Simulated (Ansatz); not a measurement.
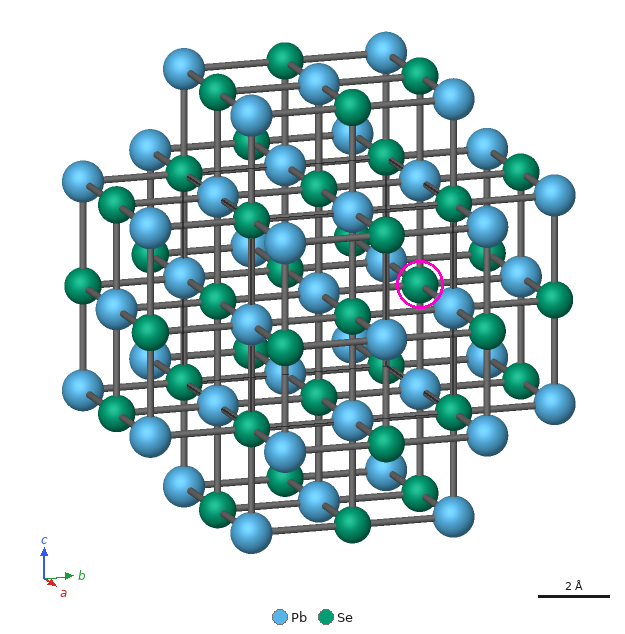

The crystal in a ball-and-stick representation, seen slightly off an axis. The drawn cell (a repeat of the simulation cell) is outlined; an atom on or near a face, edge or corner is repeated at each equivalent position. Bonds that leave the box are completed with the atoms at their other ends.

Bonds shown: Pb–Se up to 3.46 Å (cut-off distances).

The composition is PbSe.

**What does the coordination shell of Pb look like?**

Each Pb has six Se in an octahedral arrangement at about 3.1 Å.

**What sits at the ringed site, and what is around it?**

It is a selenium atom, bonded to six Pb in an octahedral arrangement at about 3.1 Å.

**How far does the bonding extend?**

The bonds build a three-dimensional framework.

**What is the undistorted parent?**

Strictly the space group is Immm (No. 71, within 0.01 Å). It is a distorted form of a face-centred cubic structure, space group Fm-3m (No. 225) within 0.25 Å: rock salt (NaCl type).

Starting structure: a structure type known for this compound. The cell was then strained or its atoms displaced on purpose. It was run through Ansatz as a DFT input.
